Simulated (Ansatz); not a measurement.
# Fe: single-point calculation (part 3 of 3)

The same run, continued: Fe (Fmmm, 1 atom in the cell); DFT, r2SCAN+U, PAW with Ansatz's default frozen-core files, scalar-relativistic, Ueff = 7 eV on Fe d (Ansatz 0.2.0); cutoff 500 eV, 14×14×14 k-mesh, Fermi–Dirac smearing of 0.1 eV, collinear spins. The structure derives from a Materials Project entry. The run did not end well. It belongs to a series of runs on one base structure; here: U = 7 eV on Fe d, PAW files.

Geometry of the input (Å; fractional positions):
```
0.0000  1.9417  1.9651
1.4984  0.0000  1.9651
1.4984  1.9417  0.0000
Fe 0.0000  0.0000  0.0000
```

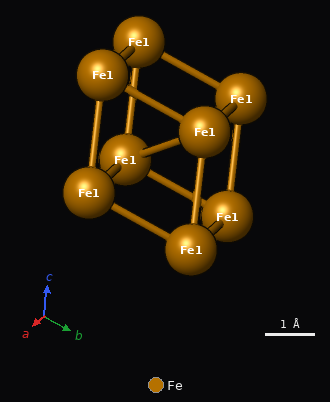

**Figure 1.** The input geometry (ball-and-stick view of the reduced cell, seen slightly off an axis; atoms are numbered from 1 in the order of the input).

**The program's output, continued**
```
  point 8 (+, 6.6e0 eV away): F - F(close) = -1.181e-1 eV
  point 9 (-, 1.0e-1 eV away): F - F(close) = -1.911e-1 eV
  point 10 (-, 4.1e-1 eV away): F - F(close) = -4.260e-1 eV
  point 11 (-, 1.6e0 eV away): F - F(close) = -5.935e-1 eV
  point 12 (-, 6.6e0 eV away): F - F(close) = -3.926e-1 eV
Initial density: handed on by an earlier stage of this run
Starting moments: Σ|m| = 3 μB on 1 of 1 site; this step starts from the density that it was given
Initial wavefunctions: those handed on with the density
iter 1 solved again at ethr=9.24e-4 eV; its pass at ethr=3.10e-3 eV (dr2=1.48e-1 eV) is discarded
SCF iter   1: F=—  HF=-4482.146005 eV  |F-HF|=—  |Δ(HF+E_count)|=         —  Δρ=2.71e-2 (↑2.71e-2 ↓1.99e-2)  dr2=1.48e-1  dr2_τ=5.55e-4  dr2_m=2.42e-3  M=3.156 μB ∫|m|=3.348 μB  β_m=1.20  ethr=9.24e-4  ⟨swp⟩=1.0  Hψ=74731  notcnv=0
preconditioner: auto → none  [metal: Δε(μ)=0.001 eV  Ē_g=18.626 eV  σ=0.100 eV  W_gap=0.00  n_scr=0 (ndim 8)  ℏωp=31.1 eV  f_vac=0.000  D(μ)=0.54/eV (n_scr^D=0)]
SCF iter   2: F=—  HF=-4482.094825 eV  |F-HF|=—  |Δ(HF+E_count)|=   5.12e-2  Δρ=5.58e-3 (↑1.56e-3 ↓5.58e-3)  dr2=3.07e-3  dr2_τ=7.05e-4  dr2_m=6.77e-4  M=3.168 μB ∫|m|=3.349 μB  β_m=1.20  ethr=9.24e-4  ⟨swp⟩=3.3  Hψ=24163  notcnv=0  κ⁻¹=1.0e0(r=1)
SCF iter   3: F=—  HF=-4482.096446 eV  |F-HF|=—  |Δ(HF+E_count)|=   1.62e-3  Δρ=8.39e-4 (↑7.83e-4 ↓8.39e-4)  dr2=6.82e-5  dr2_τ=6.85e-6  dr2_m=1.32e-5  M=3.168 μB ∫|m|=3.347 μB  β_m=1.20  ethr=1.92e-5  ⟨swp⟩=2.0  Hψ=25098  notcnv=0  defer=423  κ⁻¹=2.0e-2(r=2)
SCF iter   4: F=—  HF=-4482.096903 eV  |F-HF|=—  |Δ(HF+E_count)|=   4.57e-4  Δρ=7.23e-4 (↑5.27e-4 ↓7.23e-4)  dr2=4.74e-5  dr2_τ=7.50e-7  dr2_m=3.95e-6  M=3.170 μB ∫|m|=3.348 μB  β_m=1.20  ethr=4.26e-7  ⟨swp⟩=1.6  Hψ=14592  notcnv=0  defer=423  κ⁻¹=3.8e-4(r=3)
SCF iter   5: F=—  HF=-4482.097553 eV  |F-HF|=—  |Δ(HF+E_count)|=   6.50e-4  Δρ=4.07e-4 (↑2.68e-4 ↓4.07e-4)  dr2=1.52e-5  dr2_τ=2.51e-7  dr2_m=1.29e-6  M=3.176 μB ∫|m|=3.350 μB  β_m=1.20  ethr=2.96e-7  ⟨swp⟩=2.1  Hψ=17639  notcnv=0  defer=423  κ⁻¹=1.8e-4(r=4)
SCF iter   6: F=—  HF=-4482.097754 eV  |F-HF|=—  |Δ(HF+E_count)|=   2.01e-4  Δρ=2.63e-4 (↑1.69e-4 ↓2.63e-4)  dr2=7.79e-6  dr2_τ=8.02e-8  dr2_m=2.98e-7  M=3.178 μB ∫|m|=3.351 μB  β_m=1.20  ethr=9.52e-8  ⟨swp⟩=2.0  Hψ=18792  notcnv=0  defer=423  κ⁻¹=1.4e-5(r=5)
SCF iter   7: F=—  HF=-4482.097882 eV  |F-HF|=—  |Δ(HF+E_count)|=   1.27e-4  Δρ=2.27e-4 (↑1.32e-4 ↓2.27e-4)  dr2=4.64e-6  dr2_τ=5.06e-8  dr2_m=4.19e-7  M=3.178 μB ∫|m|=3.351 μB  β_m=1.20  ethr=4.87e-8  ⟨swp⟩=2.0  Hψ=18280  notcnv=0  defer=423  κ⁻¹=8.5e-6(r=6)
SCF iter   8: F=—  HF=-4482.098015 eV  |F-HF|=—  |Δ(HF+E_count)|=   1.33e-4  Δρ=2.09e-4 (↑1.31e-4 ↓2.09e-4)  dr2=2.87e-6  dr2_τ=5.00e-8  dr2_m=3.68e-7  M=3.178 μB ∫|m|=3.351 μB  β_m=1.20  ethr=2.90e-8  ⟨swp⟩=2.0  Hψ=18411  notcnv=0  defer=423  κ⁻¹=2.0e-6(r=7)
SCF iter   9: F=—  HF=-4482.098024 eV  |F-HF|=—  |Δ(HF+E_count)|=   9.50e-6  Δρ=2.04e-4 (↑1.25e-4 ↓2.04e-4)  dr2=2.74e-6  dr2_τ=4.29e-8  dr2_m=2.89e-7  M=3.178 μB ∫|m|=3.351 μB  β_m=1.20  ethr=1.80e-8  ⟨swp⟩=1.0  Hψ=11523  notcnv=0  defer=423  κ⁻¹=1.7e-7(r=8)
SCF iter  10: F=—  HF=-4482.097964 eV  |F-HF|=—  |Δ(HF+E_count)|=   5.97e-5  Δρ=2.11e-4 (↑1.46e-4 ↓2.11e-4)  dr2=3.36e-6  dr2_τ=7.84e-8  dr2_m=2.83e-7  M=3.178 μB ∫|m|=3.351 μB  β_m=1.20  ethr=1.71e-8  ⟨swp⟩=2.1  Hψ=17954  notcnv=0  defer=423  κ⁻¹=1.7e-6(r=8)
SCF iter  11: F=—  HF=-4482.097778 eV  |F-HF|=—  |Δ(HF+E_count)|=   1.87e-4  Δρ=2.10e-4 (↑1.69e-4 ↓2.10e-4)  dr2=3.77e-6  dr2_τ=1.39e-7  dr2_m=2.93e-7  M=3.179 μB ∫|m|=3.352 μB  β_m=1.20  ethr=1.71e-8  ⟨swp⟩=2.4  Hψ=19123  notcnv=0  defer=423  κ⁻¹=3.9e-5(r=8)
SCF iter  12: F=—  HF=-4482.097380 eV  |F-HF|=—  |Δ(HF+E_count)|=   3.98e-4  Δρ=3.15e-4 (↑1.06e-4 ↓3.15e-4)  dr2=5.95e-6  dr2_τ=1.10e-7  dr2_m=2.19e-6  M=3.181 μB ∫|m|=3.354 μB  β_m=1.20  ethr=1.71e-8  ⟨swp⟩=3.1  Hψ=24484  notcnv=0  defer=423  κ⁻¹=4.5e-5(r=8)
SCF iter  13: F=—  HF=-4482.097433 eV  |F-HF|=—  |Δ(HF+E_count)|=   5.25e-5  Δρ=3.44e-4 (↑9.94e-5 ↓3.44e-4)  dr2=6.78e-6  dr2_τ=1.33e-7  dr2_m=2.93e-6  M=3.181 μB ∫|m|=3.354 μB  β_m=1.20  ethr=1.71e-8  ⟨swp⟩=2.1  Hψ=19181  notcnv=0  defer=423  κ⁻¹=2.3e-4(r=8)
SCF iter  14: F=—  HF=-4482.097464 eV  |F-HF|=—  |Δ(HF+E_count)|=   3.18e-5  Δρ=3.94e-4 (↑1.05e-4 ↓3.94e-4)  dr2=9.19e-6  dr2_τ=1.58e-7  dr2_m=4.11e-6  M=3.181 μB ∫|m|=3.354 μB  β_m=1.20  ethr=1.71e-8  ⟨swp⟩=2.0  Hψ=17966  notcnv=0  defer=423  κ⁻¹=4.6e-4(r=8)
SCF iter  15: F=—  HF=-4482.097302 eV  |F-HF|=—  |Δ(HF+E_count)|=   1.62e-4  Δρ=3.69e-4 (↑7.72e-5 ↓3.69e-4)  dr2=7.36e-6  dr2_τ=1.22e-7  dr2_m=3.72e-6  M=3.180 μB ∫|m|=3.354 μB  β_m=1.20  ethr=1.71e-8  ⟨swp⟩=2.5  Hψ=20826  notcnv=0  defer=423  κ⁻¹=2.5e-4(r=8)
SCF iter  16: F=—  HF=-4482.097309 eV  |F-HF|=—  |Δ(HF+E_count)|=   6.79e-6  Δρ=3.38e-4 (↑8.48e-5 ↓3.38e-4)  dr2=5.89e-6  dr2_τ=1.10e-7  dr2_m=3.10e-6  M=3.180 μB ∫|m|=3.353 μB  β_m=1.20  ethr=1.71e-8  ⟨swp⟩=1.8  Hψ=14388  notcnv=0  defer=423  κ⁻¹=3.4e-4(r=8)
SCF iter  17: F=—  HF=-4482.097342 eV  |F-HF|=—  |Δ(HF+E_count)|=   3.32e-5  Δρ=1.77e-4 (↑5.83e-5 ↓1.77e-4)  dr2=2.21e-6  dr2_τ=3.24e-8  dr2_m=6.92e-7  M=3.179 μB ∫|m|=3.353 μB  β_m=1.20  ethr=1.71e-8  ⟨swp⟩=2.0  Hψ=18231  notcnv=0  defer=423  κ⁻¹=5.6e-4(r=8)
SCF iter  18: F=—  HF=-4482.097282 eV  |F-HF|=—  |Δ(HF+E_count)|=   6.05e-5  Δρ=3.22e-4 (↑7.82e-5 ↓3.22e-4)  dr2=6.22e-6  dr2_τ=7.26e-8  dr2_m=3.36e-6  M=3.178 μB ∫|m|=3.351 μB  β_m=1.20  ethr=1.38e-8  ⟨swp⟩=2.5  Hψ=20706  notcnv=0  defer=423  κ⁻¹=4.6e-4(r=8)
SCF iter  19: F=—  HF=-4482.097311 eV  |F-HF|=—  |Δ(HF+E_count)|=   2.93e-5  Δρ=4.02e-5 (↑3.68e-5 ↓4.02e-5)  dr2=1.50e-7  dr2_τ=8.76e-9  dr2_m=4.33e-8  M=3.176 μB ∫|m|=3.350 μB  β_m=1.20  ethr=1.38e-8  ⟨swp⟩=2.0  Hψ=18905  notcnv=0  defer=423  κ⁻¹=3.8e-4(r=8)
SCF iter  20: F=—  HF=-4482.097314 eV  |F-HF|=—  |Δ(HF+E_count)|=   2.70e-6  Δρ=3.66e-5 (↑9.62e-6 ↓3.66e-5)  dr2=4.70e-8  dr2_τ=2.08e-9  dr2_m=4.30e-8  M=3.177 μB ∫|m|=3.351 μB  β_m=1.20  ethr=6.25e-10  ⟨swp⟩=7.9  Hψ=70988  notcnv=0  κ⁻¹=3.5e-4(r=8)
SCF iter  21: F=-4482.097313 eV  HF=-4482.097313 eV  |F-HF|=2.37e-8  |Δ(HF+E_count)|=   8.49e-7  Δρ=7.38e-6 (↑5.00e-6 ↓7.38e-6)  dr2=3.96e-9  dr2_τ=2.07e-10  dr2_m=2.09e-9  M=3.176 μB ∫|m|=3.350 μB  ethr=2.94e-10  ⟨swp⟩=6.3  Hψ=57955  notcnv=0
SCF 2 converged in 21 iterations: F = -4482.097313 eV  dr2 = 3.96e-9
[... from here on the iterations of each SCF are left out, up to the last one ...]
Following the negative reading down, search 2: the free energy F (with its fill's electron-count term) along its direction. At the converged state itself: F - F(close) = +1.401e-10 eV
  point 1 (+, 4.0e-4 eV away): F - F(close) = -2.953e-5 eV
  point 2 (+, 1.6e-3 eV away): F - F(close) = -1.006e-4 eV
  point 3 (+, 6.4e-3 eV away): F - F(close) = -3.016e-4 eV
  point 4 (+, 2.6e-2 eV away): F - F(close) = -5.820e-4 eV
  point 5 (+, 1.0e-1 eV away): F - F(close) = +5.724e-4 eV
  point 6 (-, 1.6e-3 eV away): F - F(close) = -1.357e-4 eV
  point 7 (-, 6.4e-3 eV away): F - F(close) = -6.305e-4 eV
  point 8 (-, 2.6e-2 eV away): F - F(close) = -2.802e-3 eV
  point 9 (-, 1.0e-1 eV away): F - F(close) = -1.049e-2 eV
  point 10 (-, 4.1e-1 eV away): F - F(close) = -3.248e-2 eV
  point 11 (-, 1.6e0 eV away): F - F(close) = -1.241e-1 eV
  point 12 (-, 6.6e0 eV away): F - F(close) = +2.088e-1 eV
preconditioner: auto → none  [metal: Δε(μ)=0.004 eV  Ē_g=18.513 eV  σ=0.100 eV  W_gap=0.01  n_scr=0 (ndim 8)  ℏωp=31.1 eV  f_vac=0.000  D(μ)=0.44/eV (n_scr^D=0)]
SCF 3 converged in 15 iterations: F = -4482.484981 eV  dr2 = 7.48e-9
The result is that of the SCF that stage 2 started: 1.0 eV lower in free energy than the state whose close was followed first; 70 iterations were spent on what was left
Symmetry: 4 space group operations
k-points: 744 of 2744
Initial density: read from a saved state, or passed on in memory by an earlier SCF of this step, an earlier step, the calling program or the single point that the run made first
Initial wavefunctions: those read from a saved state, or passed on in memory by an earlier step or the calling program
preconditioner: auto → none  [metal: Δε(μ)=0.039 eV  Ē_g=18.720 eV  σ=0.100 eV  W_gap=0.10  n_scr=0 (ndim 8)  ℏωp=31.1 eV  f_vac=0.000  D(μ)=0.33/eV (n_scr^D=0)]
SCF 4 converged in 6 iterations: F = -4482.485857 eV  dr2 = 1.43e-9
an SCF along what the orbitals of the run's state read of its open shells (or to have them read: on a GPU, or by another smearing), with 4 of the crystal's symmetry operations given up (744 k-points in place of 428), reached no lower state that the run goes on to. This is no proof of a minimum
SCF 5 converged in 6 iterations: F = -4482.489889 eV  dr2 = 1.17e-9
iter 1 solved again at ethr=7.31e-12 eV; its pass at ethr=3.10e-3 eV (dr2=1.17e-9 eV) is discarded
SCF iter   1: F=-4482.489889 eV  HF=-4482.489889 eV  |F-HF|=1.90e-9  |Δ(HF+E_count)|=         —  Δρ=3.13e-6 (↑3.13e-6 ↓2.34e-6)  dr2=1.17e-9  dr2_τ=3.11e-11  dr2_m=1.33e-10  M=2.941 μB ∫|m|=2.959 μB  β_m=1.20  ethr=7.31e-12  ⟨swp⟩=1.1  Hψ=121887  notcnv=0
preconditioner: auto → none  [metal: Δε(μ)=0.003 eV  Ē_g=18.715 eV  σ=0.100 eV  W_gap=0.01  n_scr=0 (ndim 8)  ℏωp=31.1 eV  f_vac=0.000  D(μ)=0.32/eV (n_scr^D=0)]
SCF iter   2: F=-4482.489889 eV  HF=-4482.489889 eV  |F-HF|=7.00e-11  |Δ(HF+E_count)|=  4.43e-10  Δρ=7.20e-7 (↑6.89e-7 ↓7.20e-7)  dr2=1.23e-10  dr2_τ=7.68e-12  dr2_m=5.52e-12  M=2.941 μB ∫|m|=2.959 μB  ethr=7.31e-12  ⟨swp⟩=3.2  Hψ=50715  notcnv=0
SCF 6 converged in 2 iterations: F = -4482.489889 eV  dr2 = 1.23e-10
Symmetry: 2 space group operations
k-points: 1376 of 2744
```

**Outcome**

| quantity | value |
| --- | --- |
| outcome | stopped at the time limit |
| space group (tolerance 0.01 Å) | Fmmm (69) |
| wall time | 12 min |
| peak memory | 1.3 GiB |

**What went wrong**

The run was cut off by its time limit, so the output is incomplete.
